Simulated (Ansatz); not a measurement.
GeS (space group Pnma, No. 62). Coordinates: the geometry relaxed with Ansatz, DFT PBE+D3(BJ), scalar-relativistic, plane waves, PAW.

```cif
data_structure
_symmetry_space_group_name_H-M 'P 1'
_symmetry_Int_Tables_number 1
_cell_length_a 10.6534
_cell_length_b 3.6806
_cell_length_c 4.3563
_cell_angle_alpha 90.000
_cell_angle_beta 90.000
_cell_angle_gamma 90.000
_cell_volume 170.81
loop_
_atom_site_label
_atom_site_type_symbol
_atom_site_fract_x
_atom_site_fract_y
_atom_site_fract_z
_atom_site_occupancy
Ge1 Ge 0.87559 0.25000 0.36448 1
Ge2 Ge 0.12441 0.75000 0.63552 1
Ge3 Ge 0.62441 0.75000 0.86448 1
Ge4 Ge 0.37559 0.25000 0.13552 1
S1 S 0.65056 0.25000 0.49467 1
S2 S 0.34944 0.75000 0.50533 1
S3 S 0.84944 0.75000 0.99467 1
S4 S 0.15056 0.25000 0.00533 1
```

Bonds are taken as Ge–S below 2.8 Å. The graph is simplified in the usual way: terminal and isolated atoms are pruned, two-connected atoms become edges.

Derive the underlying net.

The result is a uninodal 3-connected, two-periodic (layers) net: Ge and S are 3-connected nodes. It is the hcb net, known from graphene. The layers lie parallel to (100).

| node | links | point symbol | coordination sequence |
| --- | --- | --- | --- |
| Ge and S | 3 | 6^3 | 3 6 9 12 15 18 |

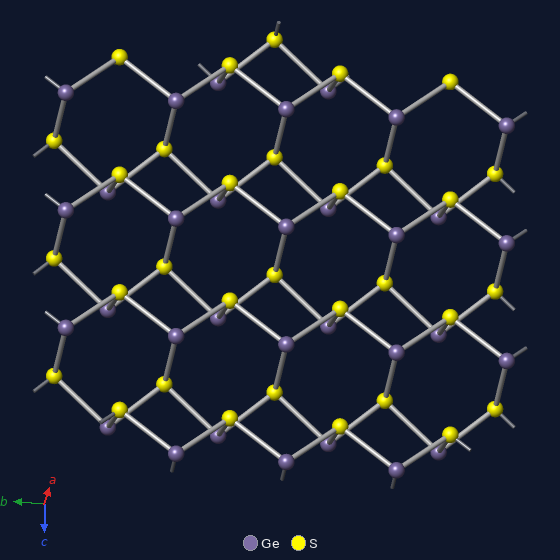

Nodes are coloured by element. One layer is drawn. Edges to nodes outside the piece are drawn as stubs.
